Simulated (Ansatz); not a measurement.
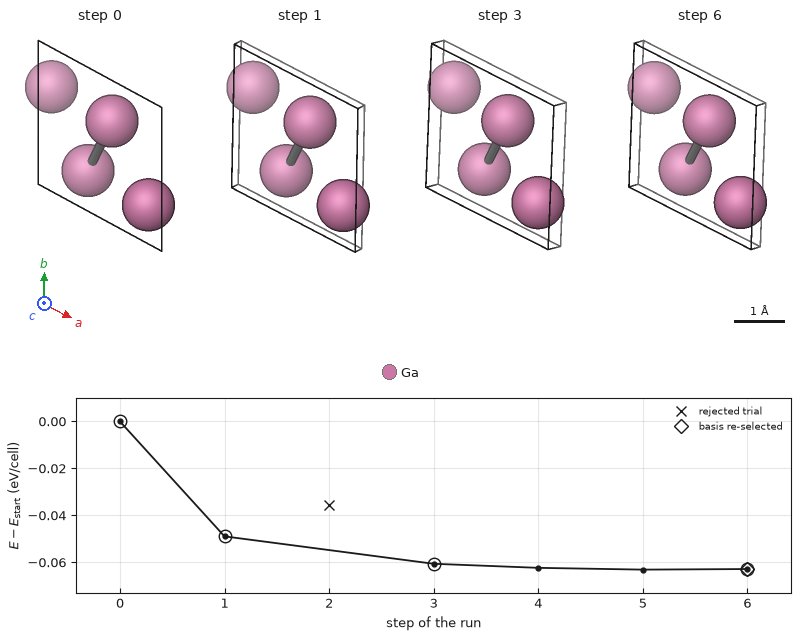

Frames of a relaxation of crystalline Ga (a generated structure, set up in P-1) (coarse preliminary run), marked on the history of the run. Style: ball-and-stick. Shown: the cell of the calculation, along the c axis.

Level of theory: Ansatz 0.2.0, DFT PBE, scalar-relativistic, plane waves, PAW. Settings: plane-wave cutoff 420 eV; k-point mesh 8 × 6 × 2; occupations gaussian; smearing width 0.1 eV; no spin polarisation; cell and atoms relaxed; force threshold 0.04 eV/Å; at most 70 steps.

**Describe the path.**

Over 4 accepted moves (6 points after the start) the energy falls by 62.8 meV per cell of the calculation. The largest force component goes from 0.037 to 0.0024 eV/Å. Pressure: −0.27 GPa at the start and 0.03 GPa at the end. The line search rejected the trial step at point 2 of the run. At 1 point the geometry stayed and the basis and grid were re-selected for the new cell (energy shift of 0.3 meV per cell of the calculation at most each time). The largest moves relative to the cell, 0.023 Å, are those of Ga atoms. Cell: a 2.831 → 2.764 Å (−2.4 %), b 2.904 → 2.905 Å (0.0 %), c 10.632 → 10.501 Å (−1.2 %), α 94.5° → 95.1°, β 91.6° → 93.2°, γ 118.2° → 114.7°. Volume −0.8 %. Some distances before and after: Ga–Ga 2.944 → 3.062 Å, Ga–Ga 2.831 → 2.764 Å, Ga–Ga 2.859 → 2.810 Å, Ga–Ga 2.800 → 2.773 Å. Among the angles between lasting bonds that change: Ga–Ga–Ga 61.8° → 65.3°, Ga–Ga–Ga 118.2° → 114.7°. The space group stays P-1 (No. 2). The run took 40 s on 1 thread of Arm Neoverse V2, on a shared host, peak memory 0.38 GiB. From step 0 to 1: volume −0.4 %, energy −48.9 meV per cell of the calculation. From step 1 to 3: volume +0.2 %, energy −11.7 meV per cell of the calculation. From step 3 to 6: volume −0.6 %, energy −2.2 meV per cell of the calculation.
